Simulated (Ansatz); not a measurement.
# Run report: MgF₂, geometry relaxation (part 2 of 2)

The same run, continued: MgF₂ (P4₂/mnm, 6 atoms in the cell); DFT, PBEsol, plane waves, PAW, no spin polarisation (Ansatz 0.2.0); cutoff 420 eV, 4×4×8 k-mesh, Fermi–Dirac smearing of 0.03 eV. The structure derives from a Materials Project entry.

Geometry of the input (Å; fractional positions):
```
4.6152  0.0000  0.0000
0.0000  4.6152  0.0000
0.0000  0.0000  3.0478
Mg 0.5000  0.5000  0.5000
Mg 0.0000  0.0000  0.0000
F  0.6971  0.6971  0.0000
F  0.8029  0.1971  0.5000
F  0.3029  0.3029  0.0000
F  0.1971  0.8029  0.5000
```

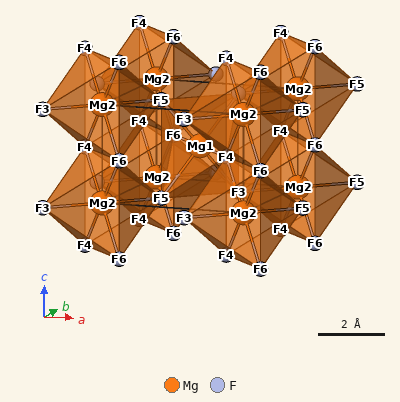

Fig. 1: The geometry at step 2 of the log (polyhedral view of the cell of the calculation, seen slightly off an axis; polyhedra are completed across the faces of the cell; atoms are numbered from 1 in the order of the input).

**The program's output, continued**
```
relax step   4: F+E_penalty+E_count = -7035.89195269 eV  Δ(F+E_penalty+E_count) = -4.327e-3 eV  max|allowed force component| = 3.080e-3 eV/Å  Δτ_max = 0.0000 Å  P = +0.153 GPa  Ω = 65.790 Å³  stress off target by 1.68e-1 GPa  SCF on the basis re-selected at this cell (its energy is not comparable with the rows above)  (6 SCF iters)
basis re-selected at this cell: Δ(F+E_penalty+E_count) = -4.327e-3 eV, ΔP = +0.141 GPa vs the last step (what re-selecting the basis moved, of the pressure what is left beyond the Pulay correction that the steps carried, after the strain that the cell walked since its last selection, with what the two solves' SCF thresholds leave and, on support functions, any second-order correction that the steps lacked; it is no measure of the basis error at this ecutwfc). This SCF's stress stands 1.68e-1 GPa from its target on what of the cell is left free (relax.cell.stress_tol is 5.00e-2 GPa) and its largest allowed force component is 3.08e-3 eV/Å (relax.f_tol is 1.00e-2 eV/Å): not within both, so this SCF does not close the relaxation
Crystal: 6 atoms, lattice volume = 65.883 Å³
iter 1 solved again at ethr=2.22e-8 eV; its pass at ethr=3.10e-3 eV (dr2=1.06e-5 eV) is discarded
SCF iter   1: F=—  HF=-7035.891552 eV  |F-HF|=—  |Δ(HF+E_count)|=         —  Δρ=1.52e-4  dr2=9.96e-6  ethr=2.22e-8  ⟨swp⟩=2.1  Hψ=4182  notcnv=0
preconditioner: auto → Resta (q_TF=auto, 2.588 Å⁻¹)  ε∞=2.8  [insulator: Δε(μ)=6.894 eV  Ē_g=19.451 eV  σ=0.030 eV  W_gap=1.00  n_scr=18 (ndim 8)  ℏωp=25.9 eV  f_vac=0.091  D(μ)=0.00/eV (n_scr^D=0)  ε∞_Penn≈2.8]
SCF iter   2: F=—  HF=-7035.891573 eV  |F-HF|=—  |Δ(HF+E_count)|=   2.07e-5  Δρ=8.52e-5  dr2=3.60e-6  ethr=2.08e-8  ⟨swp⟩=2.0  Hψ=1280  notcnv=0
SCF iter   3: F=—  HF=-7035.891572 eV  |F-HF|=—  |Δ(HF+E_count)|=   8.10e-7  Δρ=1.12e-5  dr2=1.29e-7  ethr=7.50e-9  ⟨swp⟩=2.1  Hψ=1568  notcnv=0
SCF iter   4: F=-7035.891572 eV  HF=-7035.891572 eV  |F-HF|=5.35e-9  |Δ(HF+E_count)|=   9.51e-9  Δρ=3.45e-6  dr2=5.03e-9  ethr=1.47e-10  ⟨swp⟩=7.2  Hψ=5074  notcnv=0
SCF 5 converged in 4 iterations: F = -7035.891572 eV  dr2 = 5.03e-9
relax step   5: F+E_penalty+E_count = -7035.89157222 eV  Δ(F+E_penalty+E_count) = +3.805e-4 eV  max|allowed force component| = 2.320e-3 eV/Å  Δτ_max = 0.0009 Å  P = +0.018 GPa  Ω = 65.883 Å³  energy of the carried Pulay correction = -4.334e-4 eV  (4 SCF iters, dr2 threshold 7.04e-8 eV, accepted)
iter 1 solved again at ethr=2.04e-8 eV; its pass at ethr=3.10e-3 eV (dr2=9.80e-6 eV) is discarded
SCF iter   1: F=—  HF=-7035.891959 eV  |F-HF|=—  |Δ(HF+E_count)|=         —  Δρ=1.79e-5  dr2=3.15e-8  ethr=2.04e-8  ⟨swp⟩=3.8  Hψ=6584  notcnv=0
preconditioner: auto → Resta (q_TF=auto, 2.588 Å⁻¹)  ε∞=2.8  [insulator: Δε(μ)=6.892 eV  Ē_g=19.450 eV  σ=0.030 eV  W_gap=1.00  n_scr=18 (ndim 8)  ℏωp=25.9 eV  f_vac=0.091  D(μ)=0.00/eV (n_scr^D=0)  ε∞_Penn≈2.8]
SCF iter   2: F=—  HF=-7035.891984 eV  |F-HF|=—  |Δ(HF+E_count)|=   2.53e-5  Δρ=7.72e-6  dr2=8.45e-9  ethr=6.56e-11  ⟨swp⟩=2.7  Hψ=1659  notcnv=0
SCF iter   3: F=—  HF=-7035.891984 eV  |F-HF|=—  |Δ(HF+E_count)|=   9.02e-9  Δρ=2.38e-6  dr2=9.58e-10  ethr=1.76e-11  ⟨swp⟩=2.9  Hψ=1417  notcnv=0
SCF iter   4: F=—  HF=-7035.891984 eV  |F-HF|=—  |Δ(HF+E_count)|=   1.03e-9  Δρ=3.49e-7  dr2=8.64e-11  ethr=2.00e-12  ⟨swp⟩=2.0  Hψ=1275  notcnv=0
SCF iter   5: F=-7035.891984 eV  HF=-7035.891984 eV  |F-HF|=0.00e0  |Δ(HF+E_count)|=  1.03e-10  Δρ=1.67e-7  dr2=1.04e-11  ethr=1.00e-12  ⟨swp⟩=5.9  Hψ=3747  notcnv=0
SCF 6 converged in 5 iterations: F = -7035.891984 eV  dr2 = 1.04e-11
relax step   6: F+E_penalty+E_count = -7035.89198419 eV  Δ(F+E_penalty+E_count) = -4.120e-4 eV  max|allowed force component| = 2.323e-3 eV/Å  Δτ_max = 0.0000 Å  P = +0.024 GPa  Ω = 65.883 Å³  stress off target by 3.21e-2 GPa  SCF on the basis re-selected at this cell (its energy is not comparable with the rows above)  (5 SCF iters)
basis re-selected at this cell: Δ(F+E_penalty+E_count) = -4.120e-4 eV, ΔP = +0.006 GPa vs the last step (what re-selecting the basis moved, of the pressure what is left beyond the Pulay correction that the steps carried, after the strain that the cell walked since its last selection, with what the two solves' SCF thresholds leave and, on support functions, any second-order correction that the steps lacked; it is no measure of the basis error at this ecutwfc). This SCF's stress stands 3.21e-2 GPa from its target on what of the cell is left free (relax.cell.stress_tol is 5.00e-2 GPa) and its largest allowed force component is 2.32e-3 eV/Å (relax.f_tol is 1.00e-2 eV/Å): within both
SCF converged after 5 iterations
Free energy (F): -7035.891984 eV
Harris-Foulkes:  -7035.891984 eV  (|F-HF|=0.00e0)
Internal energy: -7035.891984 eV  (E = F + TS)
E sigma→0 (E₀):  -7035.891984 eV
Fermi energy:    5.706926 eV
--- Per-component energies (eV) ---
  E_band       = -822.244266
  E_kinetic    = 984.023031
  E_local      = -5319.067182  (includes V_loc(G=0)·N_el)
  E_nonlocal   = 486.668857
  E_hartree    = 1913.488027
  E_xc         = -374.664699
  E_vxc        = -483.748562  (∫ρ·V_xc dr)
  E_paw        = -1337.811265  (= ΣΔE_a)
  E_vpaw       = -317.104711  (= ΣTr[D̂ρ^β])
  E_aug_tail   = 0.008249  (compensation charges beyond the density's cutoff)
  E_ewald      = -3388.824496
  E_core_change = 0.287495  (= ΣΔE_core)
  E_smearing   = -0.000000  (= −TS)
  E_closure    = -0.000000  (closes the sum)
  Σ components = -7035.891984   (vs F -7035.891984, Δ=0.00e0)
--- Forces (eV/Å), atoms counted from 1 ---
  atom   1  Mg     0.00000000    -0.00000000     0.00000000
  atom   2  Mg    -0.00000000    -0.00000000     0.00000000
  atom   3  F      0.00232275     0.00232275     0.00000000
  atom   4  F     -0.00232275     0.00232275    -0.00000000
  atom   5  F     -0.00232275    -0.00232275     0.00000000
  atom   6  F      0.00232275    -0.00232275     0.00000000
  max |Σ_I F_I| component: 4.34e-19 eV/Å
--- Stress (GPa, compression-positive) ---
        0.032067       0.000000       0.000000
        0.000000       0.032067       0.000000
        0.000000       0.000000       0.008736
  P = ⅓ Tr σ = 0.0243 GPa (0.243 kbar)
--- Band table (eV; the first three rows and the last of 30) ---
  k-point 0: bands = ["-68.1916", "-68.1908", "-35.1632", "-35.1632", "-35.1375", "-35.1375", "-35.1329", "-35.1293", "-18.3484", "-17.5135", "-17.5135", "-17.4564", "-1.8212", "-0.2364", "0.1764", "0.1764", "0.3580", "0.3836", "1.0370", "1.0370", "1.5267", "1.9398", "1.9398", "2.2579", "9.1502", "14.2695", "14.2695", "15.7567", "16.4590", "17.8256"]
  k-point 1: bands = ["-68.1913", "-68.1905", "-35.1614", "-35.1614", "-35.1392", "-35.1374", "-35.1374", "-35.1360", "-18.2903", "-17.5049", "-17.5049", "-17.4625", "-1.7227", "-0.1317", "0.2079", "0.2240", "0.2240", "0.3284", "0.9002", "0.9002", "1.2323", "1.8878", "1.8878", "2.1821", "9.6167", "14.6186", "14.6186", "15.9562", "16.4887", "17.7639"]
  k-point 2: bands = ["-68.1904", "-68.1898", "-35.1569", "-35.1569", "-35.1546", "-35.1522", "-35.1372", "-35.1372", "-18.1334", "-17.4927", "-17.4838", "-17.4838", "-1.4530", "-0.1073", "0.1306", "0.1667", "0.2958", "0.2958", "0.6120", "0.6562", "0.6562", "1.7401", "1.7401", "1.9552", "10.7854", "15.4940", "15.4940", "16.0530", "16.6054", "17.6722"]
  k-point 29: bands = ["-68.1890", "-68.1890", "-35.1755", "-35.1755", "-35.1499", "-35.1499", "-35.1380", "-35.1380", "-17.6713", "-17.6713", "-17.4970", "-17.4970", "-1.5038", "-1.5038", "-0.7680", "-0.7680", "0.7918", "0.7918", "0.8758", "0.8758", "1.6543", "1.6543", "1.7765", "1.7765", "15.3369", "15.3369", "15.3458", "15.3458", "16.6106", "16.6106"]
--- Relaxed structure (4 steps of the walk, 4 accepted, 2 SCFs on fresh bases) ---
  F+E_penalty+E_count = -7035.89198419 eV   max|allowed force component| = 2.323e-3 eV/Å   (the final SCF, on the basis selected at the relaxed cell)
  cell:  # Å, volume = 65.8828 Å³
    - [4.638032053992846, -8.293549683295029e-35, -4.56145249032985e-34]
    - [-8.293549683295029e-35, 4.638032053992846, -4.561452325812266e-34]
    - [-4.837923419230845e-34, -3.0122918599261523e-34, 3.0627028145323094]
  atoms:
    - { symbol: Mg, position: [0.49999999999999994, 0.49999999999999994, 0.4999999999999999] }
    - { symbol: Mg, position: [6.5267084558335025e-37, 1.1746002002778207e-20, -4.973432954418323e-35] }
    - { symbol: F, position: [0.6965584483039551, 0.6965584483039551, 6.849741999676685e-35] }
    - { symbol: F, position: [0.8034415516960447, 0.19655844830395525, 0.4999999999999999] }
    - { symbol: F, position: [0.3034415516960447, 0.3034415516960447, -3.4188224581018647e-35] }
    - { symbol: F, position: [0.19655844830395525, 0.8034415516960447, 0.4999999999999999] }
```

**File v_z.tsv**
```
# z_ang	v_es[eV]	v_tot[eV]
# format = ansatz-planar-average/11
# xc	pbesol
# density_cutoff_ev	1680
# datasets	Mg=:simpson_from_first_knot:soft:shift=-930636	F=:simpson_from_first_knot:soft:shift=-301354
# lattice	4.638032054	-0.000000000	-0.000000000
# lattice	-0.000000000	4.638032054	-0.000000000
# lattice	-0.000000000	-0.000000000	3.062702815
# sites	6
# site	12	2.319016027	2.319016027	1.531351407
# site	12	0.000000000	0.000000000	-0.000000000
# site	9	3.230660411	3.230660411	-0.000000000
# site	9	3.726387670	0.911644384	1.531351407
# site	9	1.407371643	1.407371643	-0.000000000
# site	9	0.911644384	3.726387670	1.531351407
0.000000	-1.479777e0	-1.201604e1
0.127613	-1.038340e0	-1.139037e1
0.255225	2.645311e-1	-9.777677e0
0.382838	2.172118e0	-7.510531e0
0.510450	4.250932e0	-4.985094e0
0.638063	5.995224e0	-2.844784e0
0.765676	6.710245e0	-1.946392e0
0.893288	5.995224e0	-2.844784e0
1.020901	4.250932e0	-4.985094e0
1.148514	2.172118e0	-7.510531e0
1.276126	2.645311e-1	-9.777677e0
1.403739	-1.038340e0	-1.139037e1
1.531351	-1.479777e0	-1.201604e1
1.658964	-1.038340e0	-1.139037e1
1.786577	2.645311e-1	-9.777677e0
1.914189	2.172118e0	-7.510531e0
2.041802	4.250932e0	-4.985094e0
2.169414	5.995224e0	-2.844784e0
2.297027	6.710245e0	-1.946392e0
2.424640	5.995224e0	-2.844784e0
2.552252	4.250932e0	-4.985094e0
2.679865	2.172118e0	-7.510531e0
2.807478	2.645311e-1	-9.777677e0
2.935090	-1.038340e0	-1.139037e1
```

**Trajectory as extended XYZ (Å, eV, eV/Å), 6 frames, from step=1 to step=6**
```
6
Lattice="4.6152 0.0000 0.0000 0.0000 4.6152 0.0000 0.0000 0.0000 3.0478" Properties=species:S:1:pos:R:3:forces:R:3 step=1 energy=-7035.88748 pressure_GPa=1.51
Mg    2.3076    2.3076    1.5239    0.0000   0.0000   0.0000
Mg    0.0000    0.0000    0.0000    0.0000   0.0000   0.0000
F     3.2172    3.2172    0.0000   -0.0095  -0.0095   0.0000
F     3.7056    0.9096    1.5239    0.0095  -0.0095   0.0000
F     1.3980    1.3980    0.0000    0.0095   0.0095   0.0000
F     0.9096    3.7056    1.5239   -0.0095   0.0095   0.0000
6
Lattice="4.6228 0.0000 0.0000 0.0000 4.6228 0.0000 0.0000 0.0000 3.0532" Properties=species:S:1:pos:R:3:forces:R:3 step=2 energy=-7035.88849 pressure_GPa=0.92
Mg    2.3114    2.3114    1.5266    0.0000   0.0000   0.0000
Mg    0.0000    0.0000    0.0000    0.0000   0.0000   0.0000
F     3.2219    3.2219    0.0000   -0.0086  -0.0086   0.0000
F     3.7123    0.9105    1.5266    0.0086  -0.0086   0.0000
F     1.4009    1.4009    0.0000    0.0086   0.0086   0.0000
F     0.9105    3.7123    1.5266   -0.0086   0.0086   0.0000
6
Lattice="4.6356 0.0000 0.0000 0.0000 4.6356 0.0000 0.0000 0.0000 3.0616" Properties=species:S:1:pos:R:3:forces:R:3 step=3 energy=-7035.88763 pressure_GPa=0.01
Mg    2.3178    2.3178    1.5308    0.0000   0.0000   0.0000
Mg    0.0000    0.0000    0.0000    0.0000   0.0000   0.0000
F     3.2296    3.2296    0.0000   -0.0031  -0.0031   0.0000
F     3.7238    0.9118    1.5308    0.0031  -0.0031   0.0000
F     1.4060    1.4060    0.0000    0.0031   0.0031   0.0000
F     0.9118    3.7238    1.5308   -0.0031   0.0031   0.0000
6
Lattice="4.6356 0.0000 0.0000 0.0000 4.6356 0.0000 0.0000 0.0000 3.0616" Properties=species:S:1:pos:R:3:forces:R:3 step=4 energy=-7035.89195 pressure_GPa=0.15
Mg    2.3178    2.3178    1.5308    0.0000   0.0000   0.0000
Mg    0.0000    0.0000    0.0000    0.0000   0.0000   0.0000
F     3.2296    3.2296    0.0000   -0.0031  -0.0031   0.0000
F     3.7238    0.9118    1.5308    0.0031  -0.0031   0.0000
F     1.4060    1.4060    0.0000    0.0031   0.0031   0.0000
F     0.9118    3.7238    1.5308   -0.0031   0.0031   0.0000
6
Lattice="4.6380 0.0000 0.0000 0.0000 4.6380 0.0000 0.0000 0.0000 3.0627" Properties=species:S:1:pos:R:3:forces:R:3 step=5 energy=-7035.89157 pressure_GPa=0.02
Mg    2.3190    2.3190    1.5314    0.0000   0.0000   0.0000
Mg    0.0000    0.0000    0.0000    0.0000   0.0000   0.0000
F     3.2307    3.2307    0.0000    0.0023   0.0023   0.0000
F     3.7264    0.9116    1.5314   -0.0023   0.0023   0.0000
F     1.4074    1.4074    0.0000   -0.0023  -0.0023   0.0000
F     0.9116    3.7264    1.5314    0.0023  -0.0023   0.0000
6
Lattice="4.6380 0.0000 0.0000 0.0000 4.6380 0.0000 0.0000 0.0000 3.0627" Properties=species:S:1:pos:R:3:forces:R:3 step=6 energy=-7035.89198 pressure_GPa=0.02
Mg    2.3190    2.3190    1.5314    0.0000   0.0000   0.0000
Mg    0.0000    0.0000    0.0000    0.0000   0.0000   0.0000
F     3.2307    3.2307    0.0000    0.0023   0.0023   0.0000
F     3.7264    0.9116    1.5314   -0.0023   0.0023   0.0000
F     1.4074    1.4074    0.0000   -0.0023  -0.0023   0.0000
F     0.9116    3.7264    1.5314    0.0023  -0.0023   0.0000
```

**Results in brief**

| quantity | value |
| --- | --- |
| outcome | converged |
| space group (tolerance 0.01 Å) | P4₂/mnm (136) |
| electrons treated | 48 |
| free energy | −7035.8920 eV |
| Fermi energy | 5.707 eV |
| gap on the k-point mesh | 6.89 eV |
| pressure | 0.02 GPa |
| final volume | 65.88 Å³ |
| largest force (length of the vector) at the end | 0.003 eV/Å |
| final cell | a = 4.638 Å, b = 4.638 Å, c = 3.063 Å, α = 90.00°, β = 90.00°, γ = 90.00° |
| hardware | 2 threads of Arm Neoverse V2, 24 GiB of memory available, shared host |
| wall time | 8.5 s (CPU time 17 s) |
| peak memory | 0.35 GiB |
